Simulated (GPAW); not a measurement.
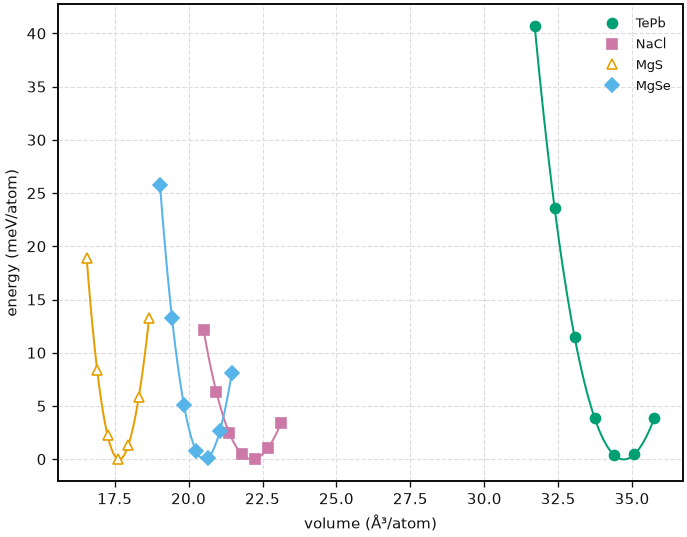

Figure. Energy against volume, with one curve for each compound, for MgS, MgSe, NaCl and TePb (all in space group Fm-3m (No. 225)).

Settings that differ: TePb: wave cutoff 600 eV, k mesh 7×7×7; NaCl: wave cutoff 800 eV, k mesh 8×8×8; MgS: wave cutoff 800 eV, k mesh 9×9×9; MgSe: wave cutoff 800 eV, k mesh 8×8×8.

The fitted equilibrium volumes, smallest first, are MgS 17.651, MgSe 20.533, NaCl 22.147, TePb 34.717 Å³/atom. The fitted bulk moduli, smallest first, are NaCl 27.5, TePb 42.4, MgSe 66.7, MgS 79.9 GPa.

How it was computed, with GPAW 26.7.0: PAW DFT in plane waves, on a grid or in atomic orbitals, no spin polarisation; energies at scaled volumes of the given cell, shape and fractions fixed, counted from the fit's minimum, third-order Birch-Murnaghan fit. Level: r2SCAN.

- occupations: Fermi–Dirac
- smearing width: 0.05 eV
- potentials: GPAW PAW data sets (gpaw data 1.2.1)

Keep in mind: spin-orbit coupling left out, heavy elements (TePb).
